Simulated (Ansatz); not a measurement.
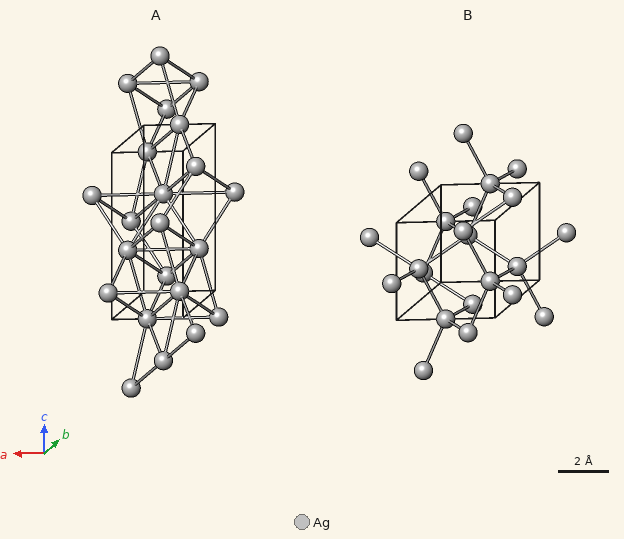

Two geometries of a crystal of Ag (a generated structure, set up in P6_422) (coarse preliminary run), drawn at one scale. One is the start of a relaxation, the other its converged end. The picture is a ball-and-stick view of the cell of the calculation, seen from a free direction.

Method: Ansatz, DFT PBE, scalar-relativistic, plane waves, PAW. Settings: plane-wave cutoff 420 eV; k-point mesh 6 × 6 × 4; occupations gaussian; smearing width 0.1 eV; no spin polarisation; cell and atoms relaxed; force threshold 0.04 eV/Å; at most 70 steps.

> Which of the two is the end point?

Structure A is the relaxed one. After 22 accepted moves (26 points after the start) the energy has fallen by 751 meV per atom. All forces vanish by symmetry, so only the cell relaxes. Pressure: 16.83 GPa at the start and 0.04 GPa at the end. The SCF was repeated 4 times at an unchanged geometry on a basis and grid sized afresh for the cell, which shifted the energy by 101 meV per atom at most. The atoms keep their places relative to the cell (all moves are under 0.005 Å). The volume changes by −10.2 %, with a = b 4.009 → 2.905 Å (−27.5 %), c 4.392 → 7.511 Å (+71.0 %). Some distances before and after: Ag–Ag 4.009 → 2.905 Å, Ag–Ag 2.482 → 2.894 Å. Bond angles that change, for instance: Ag–Ag–Ag 107.7° → 60.2°, Ag–Ag–Ag 91.2° → 128.5°, Ag–Ag–Ag 132.4° → 150.9°. The space group stays P6_422 (No. 181). Cost: 2.8 min on 1 thread of Arm Neoverse N1, with other jobs on the host, peak memory 0.34 GiB.
